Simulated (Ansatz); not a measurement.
# GaAs: single-point calculation

- system: GaAs (F-43m, 16 atoms in the cell)
- method: DFT LDA, scalar-relativistic, plane waves, PAW, no spin polarisation (Ansatz 0.2.0)

The structure derives from a Materials Project entry. It belongs to a series of runs on one base structure; here: the perfect crystal in a cell of 16 atoms. Figures and captions count atoms from 1; the log counts them from 0 in places.

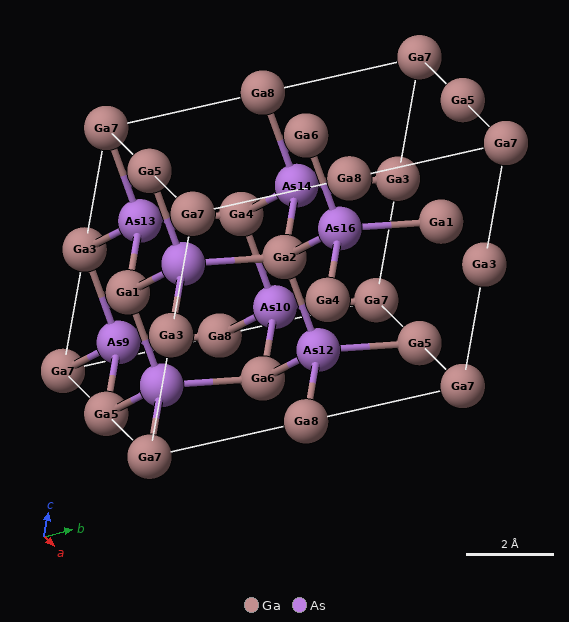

*The structure as given in the input (ball-and-stick view of the cell of the calculation, seen slightly off an axis; atoms are numbered from 1 in the order of the input).*

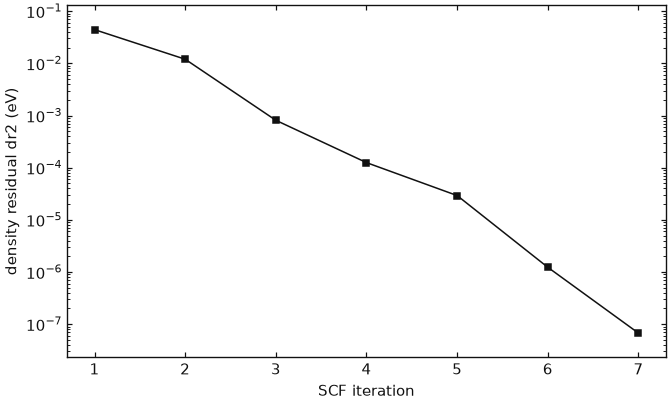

*Convergence of the self-consistent field: density residual dr2 against the SCF iteration.*

The residual falls at every step.

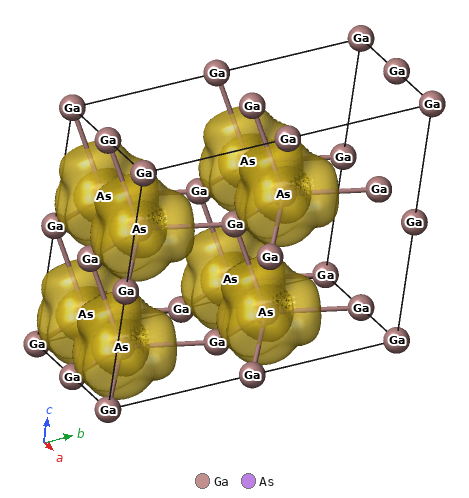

*Isosurface of the electron localisation function at 0.6 (yellow), seen slightly off an axis. Only the valence region is drawn (cores and ρ < 0.01 e/Å³ removed). Sticks mark near contacts. The outline is the calculation cell.*

Values along the shortest contacts: Ga–As (2.43 Å): the ELF peaks at about 0.80 between the atoms (a covalent bond). Core electrons are frozen (PAW), so the fields are smoothed inside the atomic spheres.

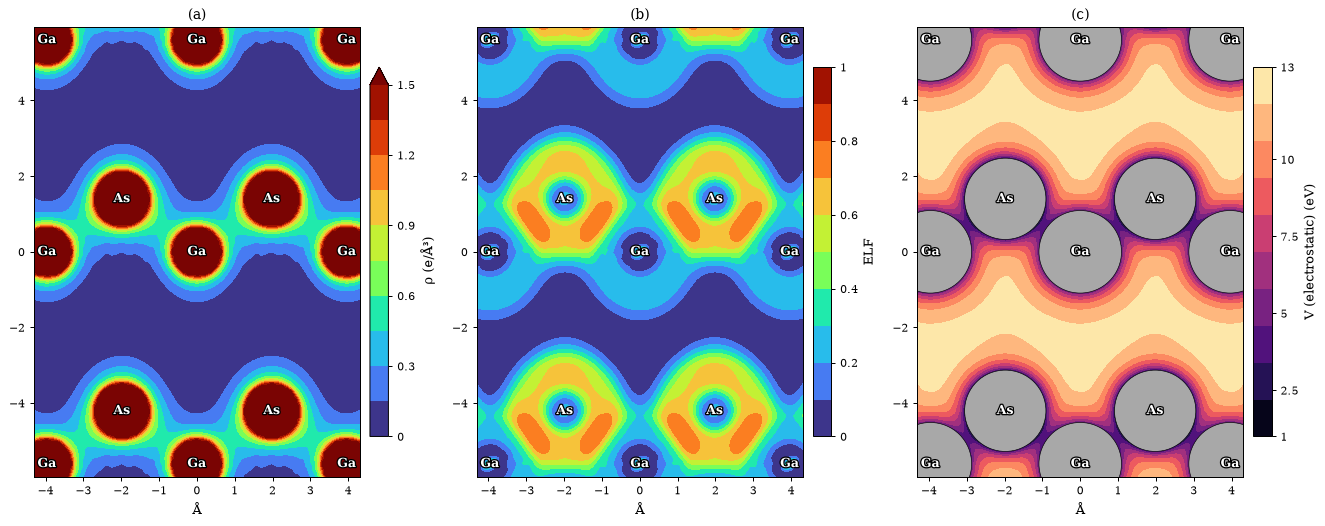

*(a) valence electron density; (b) ELF; (c) electrostatic potential (local pseudopotential plus Hartree) felt by an electron on the (11̄0) plane of the calculation cell. Grey discs, where drawn, cover atomic cores.*

The plane passes through Ga and As nuclei. Ga–As (2.43 Å): the density is about 0.51 e/Å³ at the midpoint; the ELF peaks at about 0.80 between the atoms, as expected for localised, shared-pair bonding. Away from the nuclei the density in this plane falls to 0.02 e/Å³ at its lowest. The strong features right at Ga lie inside the PAW spheres (semicore, d or f shells) and say nothing about bonding. Outside the cores the potential energy rises away from the atoms and is highest about 2.4 Å from the nearest atoms; outside the discs it spans about 11 eV, and its zero is arbitrary.

The input and output of the run follow.

Input file:
```yaml
crystal:
  lattice:
    - [0.0, 5.603381592, -5.603381592]
    - [5.603381592, 5.603381592, 0.0]
    - [5.603381592, 0.0, -5.603381592]
  atoms:
    - { symbol: Ga, position: [0.5, 0.0, 0.5] }
    - { symbol: Ga, position: [0.5, 0.5, 0.5] }
    - { symbol: Ga, position: [0.0, 0.0, 0.5] }
    - { symbol: Ga, position: [0.0, 0.5, 0.5] }
    - { symbol: Ga, position: [0.5, 0.0, 0.0] }
    - { symbol: Ga, position: [0.5, 0.5, 0.0] }
    - { symbol: Ga, position: [0.0, 0.0, 0.0] }
    - { symbol: Ga, position: [0.0, 0.5, 0.0] }
    - { symbol: As, position: [0.125, 0.125, 0.125] }
    - { symbol: As, position: [0.125, 0.625, 0.125] }
    - { symbol: As, position: [0.625, 0.125, 0.125] }
    - { symbol: As, position: [0.625, 0.625, 0.125] }
    - { symbol: As, position: [0.125, 0.125, 0.625] }
    - { symbol: As, position: [0.125, 0.625, 0.625] }
    - { symbol: As, position: [0.625, 0.125, 0.625] }
    - { symbol: As, position: [0.625, 0.625, 0.625] }
basis:
  ecutwfc: 420
  xc_grid: 2
kpoints:
  mp_grid: { grid: [3, 3, 3], shift: [0.0, 0.0, 0.0] }
hamiltonian:
  xc: lda
scf:
  occupations: { method: gaussian, width: 0.02 }
output:
  forces: true
  stress: true
  eigenvalues: true
  write_density: true
  write_potential: true
  elf: true
  volumetric_format: npy
```

Launch command:
```bash
ansatz run input.yaml --threads 4 --pin off --max-ram 8192MiB --backend cpu --events-out ev --progress --plain --runs-dir out
```

Output:
```
Engine: ansatz 0.2.0, x86_64-unknown-linux-gnu
Pseudopotentials: kind: paw
Pseudopotential: Ga, paw, valence charge 13, recommended cutoff 420 eV (normal), Ga.paw.azcp
Pseudopotential: As, paw, valence charge 15, recommended cutoff 420 eV (normal), As.paw.azcp
Functional definition: SPW92
  exchange = slater_x
  correlation = pw_c
Crystal: 16 atoms, lattice volume = 351.869 Å³
Basis set: ecut = 420 eV, 6855 PW (Γ), exchange–correlation on 108×108×108 points (8 copies of the dense FFT grid, shifted against one another)
Bands: 135, of which v1, the nominal top of the filled ones, is band 112 counted from 1 (111 counted from 0)
Symmetry: 192 space group operations
Space group: F-43m (ITA 216), of the structure as read, at distance tolerance 7.1e-5 Å
k-points: 4 of 27 (time reversal used)
Non-local potential: Ga, projectors of the file, l = 0: 2, l = 1: 2, l = 2: 3, l = 3: 1
Non-local potential: As, projectors of the file, l = 0: 2, l = 1: 2, l = 2: 3, l = 3: 1
PAW form: soft (Blöchl's): semilocal exchange-correlation on the pseudo side does not see the compensation charge
PAW frozen core: Ga, regenerated for the run's functional, and the local potential with it (the file was generated under x = pbe(κ = 0.804, μ = 0.2195149727645171), c = pbe(β = 0.06672455060314922))
PAW frozen core: As, regenerated for the run's functional, and the local potential with it (the file was generated under x = pbe(κ = 0.804, μ = 0.2195149727645171), c = pbe(β = 0.06672455060314922))
PAW one-centre angular grid: Ga, 590 points (default); XC on 64 Gauss nodes
PAW one-centre angular grid: As, 590 points (default); XC on 64 Gauss nodes
Initial density: superposition of atomic densities (neutral atoms: chi_scale 0, normalization atom), corrected by the library's trained network
Initial wavefunctions: pseudopotential atomic-orbital guess
Functional: x = slater, c = lda
SCF iter   1: F=—  HF=-67850.184898 eV  |F-HF|=—  |Δ(HF+E_count)|=         —  Δρ=4.69e-3  dr2=4.43e-2  ethr=1.77e-3  ⟨swp⟩=6.0  Hψ=1796  notcnv=0  defer=1
preconditioner: auto → Resta (q_TF=auto, 2.530 Å⁻¹)  ε∞=3.6  [insulator: Δε(μ)=0.459 eV  Ē_g=14.605 eV  σ=0.020 eV  W_gap=1.00  n_scr=112 (ndim 8)  ℏωp=23.8 eV  f_vac=0.078  D(μ)=0.00/eV (n_scr^D=0)  ε∞_Penn≈3.6]
SCF iter   2: F=—  HF=-67850.162740 eV  |F-HF|=—  |Δ(HF+E_count)|=   2.22e-2  Δρ=2.62e-3  dr2=1.20e-2  ethr=1.98e-5  ⟨swp⟩=3.0  Hψ=1096  notcnv=0  defer=68
SCF iter   3: F=—  HF=-67850.161366 eV  |F-HF|=—  |Δ(HF+E_count)|=   1.37e-3  Δρ=5.12e-4  dr2=8.10e-4  ethr=5.34e-6  ⟨swp⟩=3.0  Hψ=773  notcnv=0  defer=68
SCF iter   4: F=—  HF=-67850.161348 eV  |F-HF|=—  |Δ(HF+E_count)|=   1.84e-5  Δρ=1.80e-4  dr2=1.25e-4  ethr=3.62e-7  ⟨swp⟩=2.0  Hψ=918  notcnv=0  defer=68
SCF iter   5: F=—  HF=-67850.161195 eV  |F-HF|=—  |Δ(HF+E_count)|=   1.53e-4  Δρ=9.12e-5  dr2=2.92e-5  ethr=5.57e-8  ⟨swp⟩=2.0  Hψ=760  notcnv=0  defer=68
SCF iter   6: F=—  HF=-67850.161187 eV  |F-HF|=—  |Δ(HF+E_count)|=   8.54e-6  Δρ=1.75e-5  dr2=1.23e-6  ethr=1.30e-8  ⟨swp⟩=2.0  Hψ=760  notcnv=0  defer=68
SCF iter   7: F=-67850.161186 eV  HF=-67850.161186 eV  |F-HF|=3.50e-8  |Δ(HF+E_count)|=   2.29e-7  Δρ=4.53e-6  dr2=6.73e-8  ethr=4.46e-11  ⟨swp⟩=11.0  Hψ=4048  notcnv=0
SCF 1 converged in 7 iterations: F = -67850.161186 eV  dr2 = 6.73e-8
  greatest PAW one-centre occupation: 0.999 electrons in one spin orbital (limit 2), on the As atom at site 15 (counted from 0), in its partial waves of l = 2
SCF converged after 7 iterations
Free energy (F): -67850.161186 eV
Harris-Foulkes:  -67850.161186 eV  (|F-HF|=3.50e-8)
Internal energy: -67850.161186 eV  (E = F + TS)
E sigma→0 (E₀):  -67850.161186 eV
Fermi energy:    8.489765 eV
--- Per-component energies (eV) ---
  E_band       = -2518.219685
  E_kinetic    = 1768.076265
  E_local      = -31105.068832  (includes V_loc(G=0)·N_el)
  E_nonlocal   = -1907.712774
  E_hartree    = 15668.763769
  E_xc         = -1186.271590
  E_vxc        = -1110.954084  (∫ρ·V_xc dr)
  E_paw        = -29334.677795  (= ΣΔE_a)
  E_vpaw       = -1500.096482  (= ΣTr[D̂ρ^β])
  E_aug_tail   = -0.000853  (compensation charges beyond the density's cutoff)
  E_ewald      = -21783.699055
  E_core_change = 30.429680  (= ΣΔE_core)
  E_smearing   = -0.000000  (= −TS)
  E_closure    = 0.000000  (closes the sum)
  Σ components = -67850.161186   (vs F -67850.161186, Δ=0.00e0)
--- Forces (eV/Å), atoms counted from 1 ---
  atom   1  Ga     0.00000000    -0.00000000    -0.00000000
  atom   2  Ga     0.00000000     0.00000000    -0.00000000
  atom   3  Ga     0.00000000     0.00000000     0.00000000
  atom   4  Ga     0.00000000     0.00000000    -0.00000000
  atom   5  Ga     0.00000000     0.00000000    -0.00000000
  atom   6  Ga     0.00000000     0.00000000     0.00000000
  atom   7  Ga     0.00000000     0.00000000     0.00000000
  atom   8  Ga     0.00000000     0.00000000    -0.00000000
  atom   9  As    -0.00000000     0.00000000    -0.00000000
  atom  10  As    -0.00000000    -0.00000000    -0.00000000
  atom  11  As    -0.00000000    -0.00000000     0.00000000
  atom  12  As    -0.00000000    -0.00000000     0.00000000
  atom  13  As    -0.00000000    -0.00000000    -0.00000000
  atom  14  As    -0.00000000     0.00000000    -0.00000000
  atom  15  As    -0.00000000    -0.00000000    -0.00000000
  atom  16  As    -0.00000000    -0.00000000     0.00000000
  max |Σ_I F_I| component: 7.42e-16 eV/Å
--- Stress (GPa, compression-positive) ---
       -0.046705      -0.000000      -0.000000
       -0.000000      -0.046705      -0.000000
        0.000000       0.000000      -0.046705
  P = ⅓ Tr σ = -0.0467 GPa (-0.467 kbar)
--- Band table (eV) ---
  k-point 0: bands = ["-27.0682", "-27.0682", "-27.0682", "-27.0672", "-27.0672", "-27.0672", "-27.0669", "-27.0669", "-27.0669", "-27.0669", "-27.0663", "-27.0663", "-27.0663", "-27.0663", "-27.0663", "-27.0663", "-27.0663", "-27.0663", "-27.0652", "-27.0652", "-27.0652", "-27.0652", "-27.0652", "-27.0652", "-27.0567", "-27.0567", "-27.0567", "-27.0562", "-27.0562", "-27.0559", "-27.0559", "-27.0559", "-27.0559", "-27.0559", "-27.0559", "-27.0559", "-27.0559", "-27.0551", "-27.0551", "-27.0551", "-6.8354", "-6.8354", "-6.8354", "-6.8021", "-6.8021", "-6.8021", "-6.8021", "-6.7141", "-6.7141", "-6.7141", "-6.6931", "-6.6931", "-6.6931", "-6.6931", "-6.6931", "-6.6931", "-6.6931", "-6.6931", "-6.6604", "-6.6604", "-6.6604", "-6.6604", "-6.6604", "-6.6604", "-6.6585", "-6.6585", "-6.6585", "-6.6297", "-6.6297", "-6.6256", "-6.6256", "-6.6256", "-6.6256", "-6.6256", "-6.6256", "-6.6256", "-6.6256", "-6.6165", "-6.6165", "-6.6165", "-4.7308", "-2.8880", "-2.8880", "-2.8880", "-2.8880", "-2.1177", "-2.1177", "-2.1177", "1.2439", "1.2439", "1.2439", "1.4058", "1.4058", "1.4058", "1.4058", "5.4662", "5.4662", "5.4662", "5.4662", "5.4662", "5.4662", "7.0620", "7.0620", "7.0620", "7.0620", "7.0620", "7.0620", "7.0620", "7.0620", "8.2485", "8.2485", "8.2485", "8.7302", "9.1651", "9.1651", "9.1651", "9.1651", "9.5416", "9.5416", "9.5416", "9.7858", "9.7858", "9.7858", "11.9352", "11.9352", "11.9352", "12.8473", "12.8473", "12.8473", "12.8473", "12.8473", "12.8473", "12.8473", "12.8473", "15.6737"]
  k-point 1: bands = ["-27.0678", "-27.0678", "-27.0678", "-27.0671", "-27.0670", "-27.0670", "-27.0670", "-27.0670", "-27.0670", "-27.0670", "-27.0665", "-27.0665", "-27.0662", "-27.0662", "-27.0662", "-27.0660", "-27.0660", "-27.0660", "-27.0656", "-27.0656", "-27.0656", "-27.0654", "-27.0654", "-27.0654", "-27.0565", "-27.0565", "-27.0565", "-27.0561", "-27.0561", "-27.0561", "-27.0561", "-27.0561", "-27.0560", "-27.0560", "-27.0557", "-27.0557", "-27.0557", "-27.0553", "-27.0553", "-27.0553", "-6.8240", "-6.8240", "-6.8240", "-6.8065", "-6.8065", "-6.8065", "-6.7828", "-6.7393", "-6.7076", "-6.7076", "-6.6970", "-6.6970", "-6.6887", "-6.6887", "-6.6887", "-6.6842", "-6.6842", "-6.6842", "-6.6725", "-6.6725", "-6.6725", "-6.6676", "-6.6676", "-6.6676", "-6.6494", "-6.6494", "-6.6494", "-6.6340", "-6.6340", "-6.6340", "-6.6299", "-6.6299", "-6.6281", "-6.6281", "-6.6243", "-6.6243", "-6.6243", "-6.6199", "-6.6199", "-6.6199", "-4.3984", "-3.5376", "-2.7542", "-2.7542", "-2.7542", "-2.3870", "-2.3870", "-2.3870", "1.6737", "1.6737", "1.6737", "1.6741", "1.6741", "1.6741", "2.7141", "4.8341", "4.8341", "4.8341", "5.4567", "5.5002", "5.5002", "5.5002", "5.7750", "5.7750", "5.7750", "6.5424", "6.5424", "6.5424", "7.2837", "7.2837", "7.8495", "7.8495", "9.3877", "9.8383", "9.9672", "9.9672", "9.9672", "10.5106", "10.5106", "10.5106", "11.5076", "11.5076", "11.5076", "12.5003", "12.5003", "12.6645", "12.6645", "12.6645", "12.9034", "12.9171", "12.9171", "14.0213", "14.0213", "14.0213", "15.2690"]
  k-point 2: bands = ["-27.0679", "-27.0675", "-27.0675", "-27.0675", "-27.0668", "-27.0668", "-27.0668", "-27.0668", "-27.0667", "-27.0667", "-27.0664", "-27.0664", "-27.0664", "-27.0664", "-27.0662", "-27.0662", "-27.0662", "-27.0662", "-27.0659", "-27.0659", "-27.0657", "-27.0657", "-27.0652", "-27.0652", "-27.0566", "-27.0565", "-27.0565", "-27.0563", "-27.0559", "-27.0559", "-27.0559", "-27.0559", "-27.0559", "-27.0559", "-27.0559", "-27.0559", "-27.0559", "-27.0554", "-27.0553", "-27.0553", "-6.8254", "-6.8254", "-6.8111", "-6.7993", "-6.7993", "-6.7993", "-6.7993", "-6.7524", "-6.7012", "-6.7012", "-6.6901", "-6.6901", "-6.6901", "-6.6901", "-6.6884", "-6.6884", "-6.6884", "-6.6884", "-6.6749", "-6.6749", "-6.6743", "-6.6743", "-6.6658", "-6.6658", "-6.6504", "-6.6458", "-6.6458", "-6.6356", "-6.6303", "-6.6303", "-6.6303", "-6.6303", "-6.6286", "-6.6286", "-6.6286", "-6.6286", "-6.6264", "-6.6226", "-6.6226", "-6.6198", "-4.2879", "-3.1134", "-2.9926", "-2.9926", "-2.9926", "-2.9926", "-2.0699", "-2.0699", "1.3861", "1.3861", "2.1087", "2.1087", "2.1087", "2.1087", "2.7650", "4.7620", "4.7620", "4.9024", "4.9024", "5.2922", "5.2922", "5.2922", "5.2922", "5.4742", "5.9326", "5.9326", "6.9984", "6.9984", "6.9984", "6.9984", "7.1878", "7.1878", "9.6820", "10.6713", "10.6713", "10.6713", "10.6713", "10.7016", "10.7861", "11.3270", "11.4203", "11.4203", "11.6557", "11.6557", "12.9152", "12.9152", "12.9152", "12.9152", "13.5337", "13.5337", "13.5527", "13.5527", "13.5527", "13.5527", "15.3652"]
  k-point 3: bands = ["-27.0674", "-27.0674", "-27.0673", "-27.0673", "-27.0671", "-27.0671", "-27.0668", "-27.0668", "-27.0667", "-27.0665", "-27.0665", "-27.0665", "-27.0663", "-27.0663", "-27.0662", "-27.0662", "-27.0661", "-27.0661", "-27.0660", "-27.0657", "-27.0657", "-27.0657", "-27.0655", "-27.0655", "-27.0563", "-27.0563", "-27.0563", "-27.0563", "-27.0562", "-27.0562", "-27.0562", "-27.0562", "-27.0559", "-27.0557", "-27.0557", "-27.0556", "-27.0556", "-27.0556", "-27.0556", "-27.0556", "-6.8163", "-6.8160", "-6.8160", "-6.8079", "-6.8079", "-6.7859", "-6.7859", "-6.7689", "-6.7001", "-6.6966", "-6.6918", "-6.6918", "-6.6891", "-6.6891", "-6.6845", "-6.6845", "-6.6839", "-6.6839", "-6.6816", "-6.6773", "-6.6773", "-6.6733", "-6.6721", "-6.6721", "-6.6413", "-6.6413", "-6.6389", "-6.6388", "-6.6388", "-6.6385", "-6.6385", "-6.6330", "-6.6278", "-6.6266", "-6.6263", "-6.6263", "-6.6238", "-6.6238", "-6.6236", "-6.6236", "-3.8828", "-3.5915", "-3.5915", "-2.8481", "-2.8481", "-2.3160", "-2.3148", "-2.3148", "1.5787", "1.5787", "1.6198", "2.3000", "2.3000", "3.3874", "3.3874", "4.0248", "4.1069", "4.4339", "4.4339", "4.8976", "4.8976", "5.6818", "5.6818", "6.0542", "6.1073", "6.1073", "6.2140", "6.3027", "6.3027", "6.6124", "6.6124", "7.6998", "10.3774", "10.6801", "10.6801", "10.8184", "11.6403", "11.6403", "11.8351", "11.8351", "11.9983", "11.9983", "12.0642", "12.0642", "12.5189", "12.5189", "12.6893", "12.8042", "13.2646", "13.2646", "13.8396", "13.8396", "13.8634", "14.1380", "14.3393"]
```

Summary:

- outcome: converged
- space group (tolerance 0.01 Å): F-43m (216)
- electrons treated: 224
- free energy: −67850.1612 eV
- Fermi energy: 8.490 eV
- gap on the k-point mesh: 0.48 eV
- pressure: −0.05 GPa
- largest force (length of the vector): under 0.001 eV/Å
- hardware: 4 threads of Intel Xeon @ 2.70GHz, 189 GiB of memory available, shared host
- wall time: 10 s (CPU time 31 s)
- peak memory: 1.1 GiB
